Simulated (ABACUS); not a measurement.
**A series of single points on ZrO₂**

System: ZrO₂ (3 atoms in the cell).
Method: Kohn-Sham DFT of a periodic cell, PBE, PseudoDojo NC SR 0.4.1 PBE standard, no spin polarisation (ABACUS 3.10.1).

The 7 runs differ only in the geometry, by an even scaling of the cell at fixed fractional positions. The structure derives from a Materials Project entry.

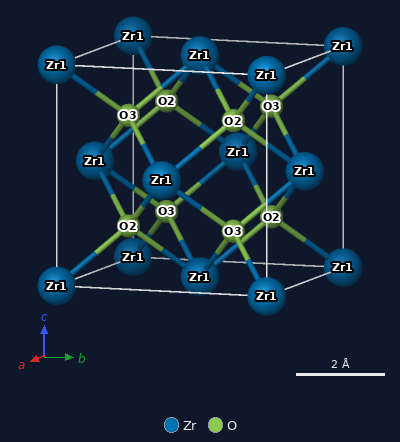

Figure 1. The structure of run 4 (ball-and-stick view of the cell 4 times as large as that of the calculation, set on its symmetry axes, seen slightly off an axis; atoms are numbered from 1 in the order of the input).

## The input of run 4
```
INPUT_PARAMETERS
suffix              ZrO2
calculation         scf
basis_type          pw
pseudo_dir          ./
symmetry            1
dft_functional      pbe
ecutwfc             84
pseudo_rcut         10
nspin               1
nbands              16
ks_solver           dav
smearing_method     fd
smearing_sigma      0.00367493
scf_thr             1e-08
scf_nmax            100
mixing_type         broyden
mixing_beta         0.7
cal_force           1
cal_stress          1
kpar                4
```

## File STRU of run 4
```
ATOMIC_SPECIES
Zr 91.2240 Zr.upf
O 15.9990 O.upf

LATTICE_CONSTANT
1.8897261246

LATTICE_VECTORS
0.0000000000 2.5450727058 2.5450727058
2.5450727058 0.0000000000 2.5450727058
2.5450727058 2.5450727058 0.0000000000

ATOMIC_POSITIONS
Direct

Zr
0.0
1
0.0000000000 0.0000000000 0.0000000000 1 1 1

O
0.0
2
0.7500000000 0.7500000000 0.7500000000 1 1 1
0.2500000000 0.2500000000 0.2500000000 1 1 1
```

## File KPT of run 4
```
K_POINTS
0
Gamma
9 9 9 0 0 0
```

Command:
```bash
OMP_NUM_THREADS=1 mpirun -np 4 abacus > log
```

Run 5 differs from it as follows:
```diff
-0.0000000000 2.5450727058 2.5450727058
-2.5450727058 0.0000000000 2.5450727058
-2.5450727058 2.5450727058 0.0000000000
+0.0000000000 2.5619279831 2.5619279831
+2.5619279831 0.0000000000 2.5619279831
+2.5619279831 2.5619279831 0.0000000000
```

## Results, with one run withheld

```tsv
run	volume per atom (Å³)	free energy per atom, from the lowest run given (meV)	pressure (GPa)	gap on the mesh (eV)
1	10.331	47.87	20.84	3.59
2	10.551	23.74	14.36	3.53
3	10.770	8.06	8.51	3.47
4	10.990	0.00	3.24	3.42
5	11.210	?	?	?
6	11.430	3.82	−5.80	3.30
7	11.650	14.43	−9.67	3.25
```

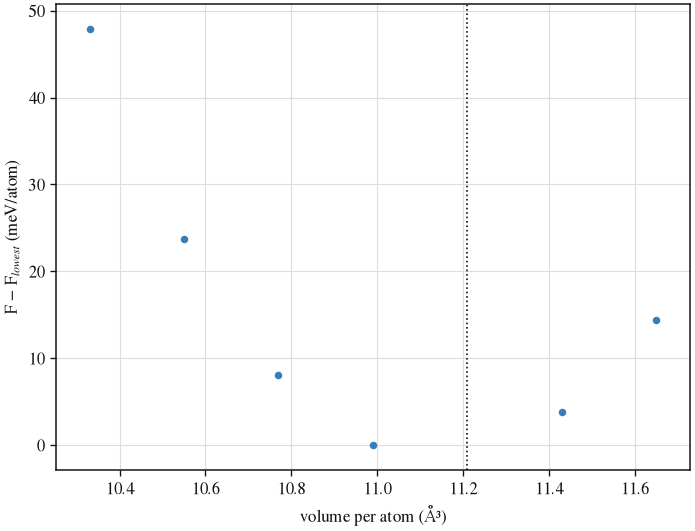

Figure 2. Free energy per atom of the runs given; the dotted line marks run 5.

Fit the runs given and predict run 5.

A cubic polynomial in V^(−2/3) (the Birch–Murnaghan form), fitted to the 6 runs given, misses them by at most 0.02 meV per atom. With x = V^(−2/3) − 0.20295 Å⁻², it reads F = 1.2751 + 2273.6 x + 4.6211e+05 x² + 2.4275e+05 x³ (meV per atom). At run 5 it gives −1.20 meV per atom, and the run itself gives −1.19. The slope of the fit gives a pressure −dF/dV of −1.47 GPa there, and the run prints −1.52 GPa. The two needn't agree exactly: the fit is approximate, and the printed stress is taken on a finite basis. The fit has its minimum at 11.140 Å³ per atom, where V d²F/dV² gives 237 GPa: the bulk modulus at this level, since symmetry fixes the shape and the positions. The gap on the mesh goes, without turning, from 3.59 eV in run 1 to 3.25 eV in run 7; run 5 has 3.36 eV. These are gaps of this functional on this mesh, which can miss the band edges; they aren't the measured gap.

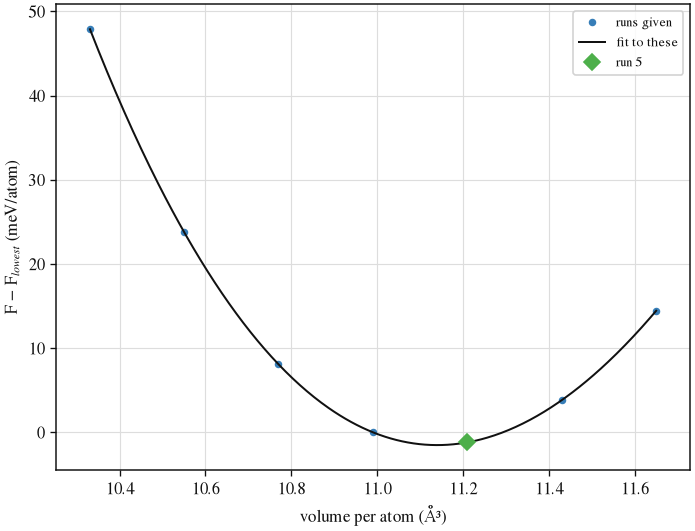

Figure 3. The fit and the withheld run.

## Some lines of the output (run 5)
```
[...]
 E_Fermi        1.0440285417         14.2047370414
 E_Fermi        1.0545604261         14.3480306808
 E_Fermi        1.0376715903         14.1182462808
 E_Fermi        1.0194401677         13.8701950503
 E_Fermi        1.0211187312         13.8930330787
 E_Fermi        1.0236928883         13.9280562828
 E_Fermi        1.0236100769         13.9269295755
 E_Fermi        1.0235824843         13.9265541599
 E_KS(sigma->0) -167.8136623783      -2283.2220105926
 E_Fermi        1.0235984703         13.9267716608
 final etot is -2283.2220106 eV
 EFERMI = 13.926771661 eV
 TOTAL-PRESSURE: -15.218698 KBAR
 !FINAL_ETOT_IS -2283.2220105925857752 eV
```
